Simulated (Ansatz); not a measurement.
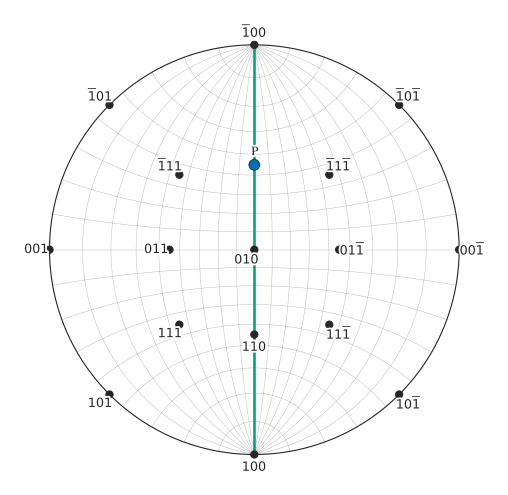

Stereographic projection of plane normals (upper hemisphere) centred on (0 1 0). Crystal: Ni, the input geometry of an electronic-structure calculation (not necessarily at equilibrium); the starting structure was generated, so it need not be a known form of this composition. All values are computed from the atomic coordinates in the standard setting (tolerance 0.002 Å).

a = 2.794 Å, b = 2.794 Å, c = 2.794 Å, α = 90.00°, β = 90.00°, γ = 90.00°.

### Index the pole marked P.

P is (−1 1 0), 45.0° from the centre.

### Which zone does the coloured great circle trace?

The zone [0 0 1]: its poles satisfy l = 0.

### What is the angle between the normals of (1 1 −1) and (1 0 1), and what are their d_hkl = 1/|g|?

90.0°; d = 1.613 Å and 1.976 Å.
